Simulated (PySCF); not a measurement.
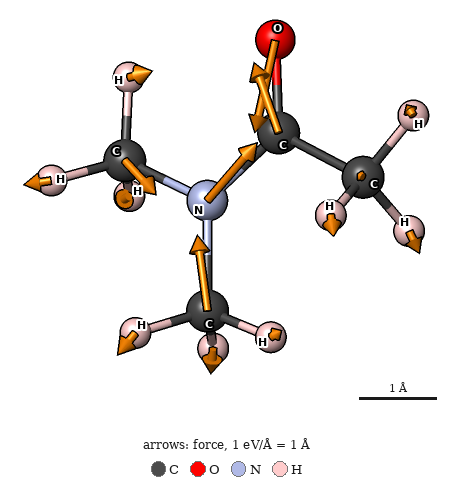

Starting geometry of C4H9NO with the computed forces as orange arrows. A ball-and-stick model, seen at a tilt.

The start comes from MMFF94s.

The calculation used PBE0-D3(BJ)/def2-SVP geometry optimisation, gas phase (PySCF). 

Q: What follows when this structure is relaxed?

A: It isn't relaxed: the largest force vector, on the O atom, is 1.26 eV/Å. The final displacements follow the starting forces only in part (cosine between the two patterns 0.31). The energy falls by 1.94 kcal/mol in 11 geometry steps. The atom that moves furthest after the best rigid fit is an H atom (0.095 Å). By element the largest moves are H 0.095 Å, O 0.047 Å, C 0.020 Å, N 0.017 Å. Near-neighbour distances that change, for instance: C–N 1.455 → 1.437 Å, C–N 1.388 → 1.372 Å, C–O 1.232 → 1.217 Å, C–H 1.094 → 1.106 Å. Among the angles between lasting bonds that change: N–C–H 112.5° → 108.2°, H–C–H 110.5° → 108.0°, C–C–H 109.4° → 107.0°. Cost: 53 s on 1 thread of AMD EPYC 9R45 96-Core Processor, with other jobs on the host.
